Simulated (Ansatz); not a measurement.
System: VBiO₄, space group I4_1/amd (No. 141), 12 atoms in the primitive cell.

```
Bi V O
1.0
    -3.65150    3.65150    3.29200
     3.65150   -3.65150    3.29200
     3.65150    3.65150   -3.29200
Bi V O
2 2 8
Direct
  0.00000 0.00000 0.00000
  0.75000 0.25000 0.50000
  0.25000 0.75000 0.50000
  0.50000 0.50000 0.00000
  0.66700 0.48900 0.82200
  0.23900 0.91700 0.32200
  0.66700 0.84500 0.17800
  0.59500 0.91700 0.67800
  0.08300 0.40500 0.32200
  0.51100 0.33300 0.17800
  0.08300 0.76100 0.67800
  0.15500 0.33300 0.82200
```

Method: PBEsol, Ansatz PAW, collinear spin, ferromagnetic start that ends with little or no moment, no spin-orbit coupling, 6×6×6 k mesh, 420 eV cutoff, Fermi-Dirac smearing of 0.05 eV (Ansatz).

What will the band structure look like? The path is Γ–X–M–Γ–Z–P–N–Z1–M|X–P.

A semiconductor. The gap along this path is 2.78 eV, from the valence-band top between Γ and Z to the conduction-band bottom between Γ and Z; the smallest direct gap, between Γ and Z, is only slightly larger at 2.79 eV. At N the lowest conduction band lies only 0.08 eV higher. At N the top valence band lies only 0.06 eV lower. The top valence band spans 0.6 eV and the lowest conduction band 0.9 eV. The direct gaps are 3.85 eV at X, 2.92 eV at N and 3.15 eV at P.

Spin-orbit coupling is left out, which matters for Bi. The PAW data sets were made with another functional. Most measured crystals of this composition in the Crystallography Open Database have another space group (No. 15). In reduced coordinates of the cell that was run, X is (0, 0, 0.5), M is (−0.5, 0.5, 0.5), Z is (0.453, 0.453, −0.453), P is (0.25, 0.25, 0.25), N is (0, 0.5, 0) and Z1 is (−0.453, 0.547, 0.453).

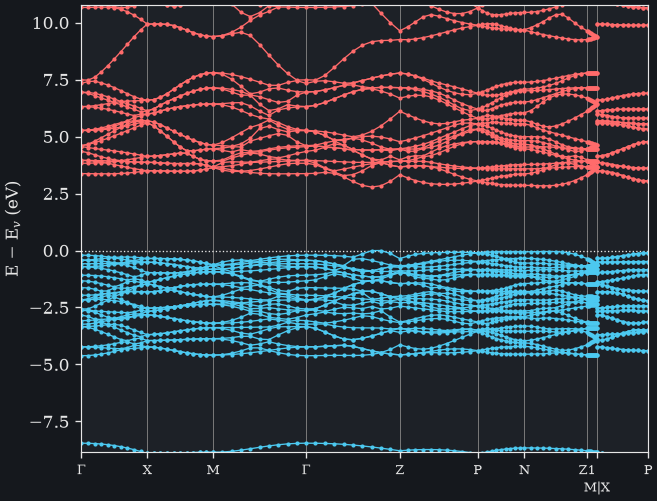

Band structure. Energies are counted from the top of the valence band.
